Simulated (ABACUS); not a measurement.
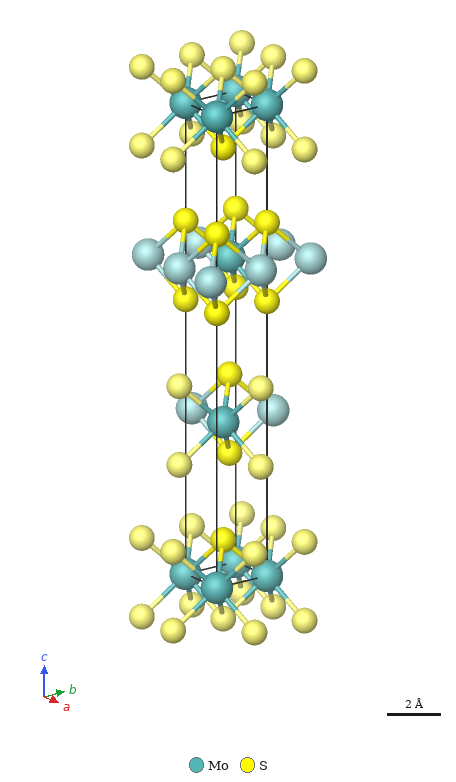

Figure 1. The input geometry (ball-and-stick view of the cell 3 times as large as that of the calculation, set on its symmetry axes, seen slightly off an axis; neighbours outside the cell are drawn fainter). An atom can appear more than once, as a periodic image.

# Single-point calculation at one volume of an equation of state of MoS2 (part 1 of 2)

- system: MoS2 (3 atoms in the cell)
- method: Kohn-Sham DFT of a periodic cell, LDA, PseudoDojo NC SR 0.4.1 LDA stringent, no spin polarisation (ABACUS 3.10.1)

The structure derives from an entry of the Crystallography Open Database. It belongs to a series of runs on one base structure; here: volume scaled by 0.98.

**Input**
```
INPUT_PARAMETERS
suffix              MoS2
calculation         scf
basis_type          pw
pseudo_dir          ./
symmetry            1
dft_functional      pz
ecutwfc             81
pseudo_rcut         7
nspin               1
nbands              17
ks_solver           dav
smearing_method     fd
smearing_sigma      0.00367493
scf_thr             1e-08
scf_nmax            100
mixing_type         broyden
mixing_beta         0.7
cal_force           1
cal_stress          1
kpar                4
```

**File STRU**
```
ATOMIC_SPECIES
Mo 95.9500 Mo.upf
S 32.0600 S.upf

LATTICE_CONSTANT
1.8897261246

LATTICE_VECTORS
1.5693956536 0.9060910031 6.1087235885
-1.5693956536 0.9060910031 6.1087235885
0.0000000000 -1.8121820061 6.1087235885

ATOMIC_POSITIONS
Direct

Mo
0.0
1
0.0000000000 0.0000000000 0.0000000000 1 1 1

S
0.0
2
0.4170000000 0.4170000000 0.4170000000 1 1 1
0.2500000000 0.2500000000 0.2500000000 1 1 1
```

**File KPT**
```
K_POINTS
0
Gamma
8 8 8 0 0 0
```

Launch command:
```bash
OMP_NUM_THREADS=1 mpirun -np 4 abacus > log
```

**What the program printed**
```
ABACUS v3.10.1

               Atomic-orbital Based Ab-initio Computation at UStc

 ------------------------------------------------------------------------------------

 READING GENERAL INFORMATION
                           global_out_dir = OUT.MoS2/
                           global_in_card = INPUT
                               pseudo_dir = ./
                              orbital_dir =
                                    DSIZE = 4
                                    GSIZE = 1

 READING UNITCELL INFORMATION
                                    ntype = 2
                  lattice constant (Bohr) = 1.88973
              lattice constant (Angstrom) = 1

 READING ATOM TYPE 1
                               atom label = Mo
                      L=0, number of zeta = 1
                      L=1, number of zeta = 1
                      L=2, number of zeta = 1
             number of atom for this type = 1

 READING ATOM TYPE 2
                               atom label = S
                      L=0, number of zeta = 1
                      L=1, number of zeta = 1
                      L=2, number of zeta = 1
             number of atom for this type = 2

                        TOTAL ATOM NUMBER = 3
DIRECT COORDINATES
    atom                   x                   y                   z     mag                  vx                  vy                  vz
taud_Mo1            0.0000000000        0.0000000000        0.0000000000  0.0000        0.0000000000        0.0000000000        0.0000000000
taud_S1            0.4170000000        0.4170000000        0.4170000000  0.0000        0.0000000000        0.0000000000        0.0000000000
taud_S2            0.2500000000        0.2500000000        0.2500000000  0.0000        0.0000000000        0.0000000000        0.0000000000

                          Volume (Bohr^3) = 351.724
                             Volume (A^3) = 52.1201

 Lattice vectors: (Cartesian coordinate: in unit of a_0)
              +1.5694           +0.906091            +6.10872
              -1.5694           +0.906091            +6.10872
                   +0            -1.81218            +6.10872
 Reciprocal vectors: (Cartesian coordinate: in unit of 2 pi/a_0)
            +0.318594            +0.18394          +0.0545668
            -0.318594            +0.18394          +0.0545668
                   +0           -0.367881          +0.0545668
 The esolver type has been set to : ksdft_pw

                PAO radial cut off (Bohr) = 7

 Read in pseudopotential file is Mo.upf
                     pseudopotential type = NC
          exchange-correlation functional = SLAPWNOGXNOGC
                 nonlocal core correction = 1
                        valence electrons = 14
                                     lmax = 2
                           number of zeta = 4
                     number of projectors = 6
                           L of projector = 0
                           L of projector = 0
                           L of projector = 1
                           L of projector = 1
                           L of projector = 2
                           L of projector = 2
 XC functional updated to : pz
          exchange-correlation functional = PZ
                PAO radial cut off (Bohr) = 7

 Read in pseudopotential file is S.upf
                     pseudopotential type = NC
          exchange-correlation functional = SLAPWNOGXNOGC
                 nonlocal core correction = 1
                        valence electrons = 6
                                     lmax = 2
                           number of zeta = 2
                     number of projectors = 6
                           L of projector = 0
                           L of projector = 0
                           L of projector = 1
                           L of projector = 1
                           L of projector = 2
                           L of projector = 2
 XC functional updated to : pz
          exchange-correlation functional = PZ
     initial pseudo atomic orbital number = 18

 SETUP THE ELECTRONS NUMBER
            electron number of element Mo = 14
      total electron number of element Mo = 14
             electron number of element S = 6
       total electron number of element S = 12
            AUTOSET number of electrons:  = 26
                           occupied bands = 13
                                   NBANDS = 17
                                   NLOCAL = 27

%%%%%%%%%%%%%%%%%%%%%%%%%%%%%%%%%%%%%%%%%%%%%%%%%%%%%%%%%%%%%%%%%%%%%%%%%%%%%%%%%%%%%%%%%%%%%%%%%%%%%%%%%%
 Warning: the number of valence electrons in pseudopotential > 6 for Mo: [Kr] 4d5 5s1
 Pseudopotentials with additional electrons can yield (more) accurate outcomes, but may be less efficient.
 If you're confident that your chosen pseudopotential is appropriate, you can safely ignore this warning.
%%%%%%%%%%%%%%%%%%%%%%%%%%%%%%%%%%%%%%%%%%%%%%%%%%%%%%%%%%%%%%%%%%%%%%%%%%%%%%%%%%%%%%%%%%%%%%%%%%%%%%%%%%

 SETUP THE PLANE WAVE BASIS
 energy cutoff for charge/potential (unit:Ry) = 324
            fft grid for charge/potential = [ 72, 72, 72 ]
                        fft grid division = [ 1, 1, 1 ]
        big fft grid for charge/potential = [ 72, 72, 72 ]
                                     nbxx = 373248
                                     nrxx = 373248

 SETUP PLANE WAVES FOR CHARGE/POTENTIAL
                    number of plane waves = 34501
                         number of sticks = 1775

 PARALLEL PW FOR CHARGE/POTENTIAL
     PROC   COLUMNS(POT)             PW
        1           1775          34501
 --------------- sum -------------------
        1           1775          34501
                            number of |g| = 2636
                                  max |g| = 29.299
                                  min |g| = 0

----------- Double Check Mixing Parameters Begin ------------
mixing_type: broyden
mixing_beta: 0.7
mixing_gg0: 1
mixing_gg0_min: 0.1
mixing_ndim: 8
----------- Double Check Mixing Parameters End ------------

 LATTICE VECTORS: (CARTESIAN COORDINATE: IN UNIT OF A0)
              +1.5694           +0.906091            +6.10872
              -1.5694           +0.906091            +6.10872
                   +0            -1.81218            +6.10872
                       right hand lattice = 1
                                   NORM_A = 6.37185
                                   NORM_B = 6.37185
                                   NORM_C = 6.37185
                           ALPHA (DEGREE) = 28.5175
                           BETA  (DEGREE) = 28.5175
                           GAMMA (DEGREE) = 28.5175

 The lattice vectors have been changed (STRU_SIMPLE.cif)

(for optimal symmetric configuration:)
                             BRAVAIS TYPE = 7
                     BRAVAIS LATTICE NAME = 07. Rhombohedral (Trigonal) cell
                                    ibrav = 7
                                    IBRAV = 7
                                  BRAVAIS = TRIGONAL (RHOMBOEDRIC) CELL
                       LATTICE CONSTANT A = 6.37185
                               COS(ALPHA) = 0.878671
Original cell was already a primitive cell.
                        ROTATION MATRICES = 12
              PURE POINT GROUP OPERATIONS = 6
                   SPACE GROUP OPERATIONS = 6
                                       C2 = 0
                                       C3 = 2
                                       C4 = 0
                                       C6 = 0
                                       S1 = 3
                                       S3 = 0
                                       S4 = 0
                                       S6 = 0
                              POINT GROUP = C_3v
                                       C2 = 0
                                       C3 = 2
                                       C4 = 0
                                       C6 = 0
                                       S1 = 3
                                       S3 = 0
                                       S4 = 0
                                       S6 = 0
               POINT GROUP IN SPACE GROUP = C_3v

 SETUP K-POINTS
                                    nspin = 1
                   Input type of k points = Monkhorst-Pack(Gamma)
                                   nkstot = 512
                       right hand lattice = 1
(for reciprocal lattice: )
                             BRAVAIS TYPE = 7
                     BRAVAIS LATTICE NAME = 07. Rhombohedral (Trigonal) cell
                                    ibrav = 7
                       right hand lattice = 1
(for k-lattice: )
                             BRAVAIS TYPE = 7
                     BRAVAIS LATTICE NAME = 07. Rhombohedral (Trigonal) cell
                                    ibrav = 7
                       right hand lattice = 1
                        ROTATION MATRICES = 12
                               nkstot_ibz = 65
K-POINTS REDUCTION ACCORDING TO SYMMETRY
     IBZ    DIRECT_X    DIRECT_Y    DIRECT_Z  WEIGHT  ibz2bz
       1  0.00000000  0.00000000  0.00000000  0.0020       0
       2  0.12500000  0.00000000  0.00000000  0.0117       1
       3  0.25000000  0.00000000  0.00000000  0.0117       2
       4  0.37500000  0.00000000  0.00000000  0.0117       3
       5  0.50000000  0.00000000  0.00000000  0.0059       4
       6  0.12500000  0.12500000  0.00000000  0.0117       9
       7  0.25000000  0.12500000  0.00000000  0.0234      10
       8  0.37500000  0.12500000  0.00000000  0.0234      11
       9  0.50000000  0.12500000  0.00000000  0.0234      12
      10 -0.12500000  0.37500000  0.00000000  0.0234      13
      11 -0.12500000  0.25000000  0.00000000  0.0234      14
      12 -0.12500000  0.12500000  0.00000000  0.0117      15
      13  0.25000000  0.25000000  0.00000000  0.0117      18
      14  0.37500000  0.25000000  0.00000000  0.0234      19
      15  0.50000000  0.25000000  0.00000000  0.0234      20
      16 -0.25000000  0.37500000  0.00000000  0.0234      21
      17 -0.25000000  0.25000000  0.00000000  0.0117      22
      18  0.37500000  0.37500000  0.00000000  0.0117      27
      19  0.50000000  0.37500000  0.00000000  0.0234      28
      20 -0.37500000  0.37500000  0.00000000  0.0117      29
      21  0.50000000  0.50000000  0.00000000  0.0059      36
      22  0.12500000  0.12500000  0.12500000  0.0039      73
      23  0.12500000  0.12500000  0.25000000  0.0117      74
      24  0.12500000  0.12500000  0.37500000  0.0117      75
      25  0.50000000  0.12500000  0.12500000  0.0117      76
      26 -0.12500000  0.37500000 -0.12500000  0.0117      77
      27 -0.25000000  0.12500000  0.12500000  0.0117      78
      28 -0.12500000  0.12500000  0.12500000  0.0117      79
      29  0.25000000  0.25000000  0.12500000  0.0117      82
      30  0.37500000  0.25000000  0.12500000  0.0234      83
[... 35 further k points ...]

                               nkstot now = 65
[... K-POINTS DIRECT COORDINATES: 65 rows ...]

           k-point number in this process = 17
       minimum distributed K point number = 16
[... stars of the k points ...]

[... K-POINTS CARTESIAN COORDINATES: 17 rows ...]

[... K-POINTS DIRECT COORDINATES: 17 rows ...]

 SETUP PLANE WAVES FOR WAVE FUNCTIONS
     energy cutoff for wavefunc (unit:Ry) = 81
              fft grid for wave functions = [ 72, 72, 72 ]
                    number of plane waves = 5333
                         number of sticks = 519

 PARALLEL PW FOR WAVE FUNCTIONS
     PROC   COLUMNS(POT)             PW
        1            519           5333
 --------------- sum -------------------
        1            519           5333

 SETUP NONLOCAL PSEUDOPOTENTIALS IN PLANE WAVE BASIS
 Mo non-local projectors:
 projector 1 L=0
 projector 2 L=0
 projector 3 L=1
 projector 4 L=1
 projector 5 L=2
 projector 6 L=2
 S non-local projectors:
 projector 1 L=0
 projector 2 L=0
 projector 3 L=1
 projector 4 L=1
 projector 5 L=2
 projector 6 L=2
      TOTAL NUMBER OF NONLOCAL PROJECTORS = 54

 Init Non-Local PseudoPotential table :
 Init Non-Local-Pseudopotential done.

                                     npwx = 4359

 Make real space PAO into reciprocal space.
       max mesh points in Pseudopotential = 701
     dq(describe PAO in reciprocal space) = 0.01
                                    max q = 1084

 number of pseudo atomic orbitals for Mo is 4
WARNING: norm of atomic wavefunction # 3 of atomic type Mo is 0.999108, renormalized
WARNING: norm of atomic wavefunction # 4 of atomic type Mo is 0.990139, renormalized

 number of pseudo atomic orbitals for S is 2
WARNING: norm of atomic wavefunction # 1 of atomic type S is 0.999996, renormalized
WARNING: norm of atomic wavefunction # 2 of atomic type S is 0.999712, renormalized

 -------------------------------------------
 SELF-CONSISTENT
 -------------------------------------------

                                 init_chg = atomic

 PW ALGORITHM --------------- ION=   1  ELEC=   1--------------------------------

 Density error is 0.484793243924
                          Error Threshold = 0.01
----------------------------------------------------------
     Energy           Rydberg                 eV
----------------------------------------------------------
 E_KohnSham     -184.9576660170      -2516.4781466125
 E_Harris       -191.4740801327      -2605.1385091139
 E_Fermi        0.9094080051         12.3731306759
----------------------------------------------------------

 PW ALGORITHM --------------- ION=   1  ELEC=   2--------------------------------

 Density error is 2.00739929065
                          Error Threshold = 0.00186458939971
----------------------------------------------------------
     Energy           Rydberg                 eV
```
